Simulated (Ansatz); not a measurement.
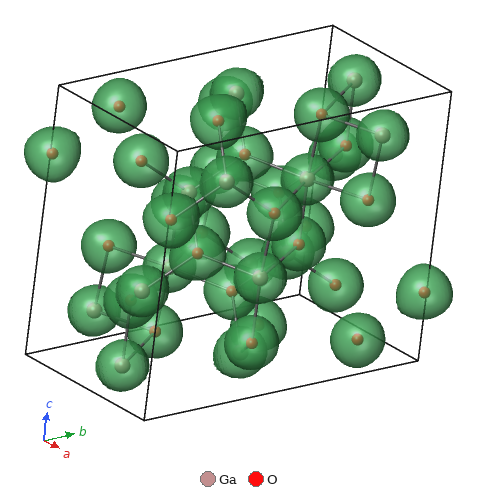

*Ga2O3. Isosurface of the valence charge density (pseudo) at 1 e/Å³ (green), seen slightly off an axis. Sticks mark near contacts.*

Space group C2/m; a structure from a database of computed crystals, not necessarily the ambient phase.

Computed with DFT PBEsol, scalar-relativistic, plane waves, PAW (Ansatz 0.2.0).

In a PAW calculation such maps are meaningful between the atoms, not at the nuclei.

**Which contacts does the surface bridge?**

At this value the density breaks into separate islands; it holds about 70 % of the electrons treated as valence (semicore included). It bridges none of the near contacts. It is pinched off along the sampled Ga–O (1.84 Å), Ga–O (1.94 Å), Ga–O (2.02 Å) and Ga–O (2.08 Å) contacts. On the grid the lowest density along these lines, outside the cores, is 0.83 e/Å³ (Ga–O, 1.84 Å), 0.64 e/Å³ (Ga–O, 1.94 Å), 0.56 e/Å³ (Ga–O, 2.02 Å) and 0.49 e/Å³ (Ga–O, 2.08 Å).

**Does the calculation give a band gap?**

It is gapped, with a Kohn–Sham gap of 3.2 eV on the k-point mesh, an upper bound to the gap of this method.
